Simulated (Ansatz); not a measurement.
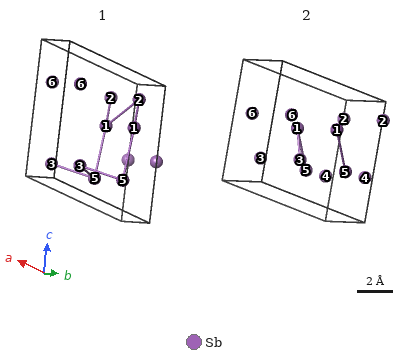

Two geometries of a crystal of Sb (built on the random type) (coarse preliminary run), drawn at one scale. One is the start of a relaxation, the other its converged end. Style: ball-and-stick. Shown: the cell of the calculation, repeated 1 × 2 × 1 with one cell outlined, from a free direction.

Computed with DFT PBE, scalar-relativistic, plane waves, PAW (Ansatz 0.2.0). (plane-wave cutoff 420 eV; k-point mesh 4 × 4 × 4; occupations gaussian; smearing width 0.1 eV; no spin polarisation; cell and atoms relaxed; force threshold 0.04 eV/Å; at most 70 steps)

Question: Which geometry has the lower energy?

Answer: Structure 1 is the relaxed one. Case: random cell without symmetry. The largest moves relative to the cell, 1.81 Å, are those of Sb2 and Sb4. Sb2 goes roughly along [3 1 0]. Cell: a 6.724 → 6.560 Å (−2.4 %), b 5.093 → 4.307 Å (−15.4 %), c 7.577 → 8.301 Å (+9.6 %), α 68.9° → 74.6°, β 73.7° → 67.5°, γ 98.5° → 90.3°. Volume −7.0 %. Some distances before and after: Sb1–Sb2 5.335 → 2.920 Å, Sb1–Sb2 (another image) 5.000 → 2.929 Å, Sb1–Sb3 1.901 → 3.916 Å, Sb5–Sb6 4.922 → 3.094 Å. New bonds form: Sb1–Sb2 (5.00 → 2.93 Å), Sb1–Sb2 (5.33 → 2.92 Å), Sb4–Sb6 (3.63 → 2.94 Å), Sb5–Sb6 (4.92 → 3.09 Å). Bonds break: Sb1–Sb3 (1.90 → 3.92 Å). Bond angles that change, for instance: Sb4–Sb1–Sb5 111.6° → 88.8°, Sb1–Sb4–Sb6 70.6° → 90.5°, Sb2–Sb6–Sb4 92.8° → 107.5°. The space group stays P1 (No. 1). Over 21 accepted moves (23 points after the start) the energy falls by 2523 meV per atom. The largest force component goes from 36 to 0.03 eV/Å. The pressure goes from 28.86 to 0.09 GPa. The line search rejected the trial step at point 21 of the run. The SCF was repeated once at an unchanged geometry on a basis and grid sized afresh for the cell, which shifted the energy by 1.0 meV per atom at most. The run took about 9 core-minutes on a shared host.
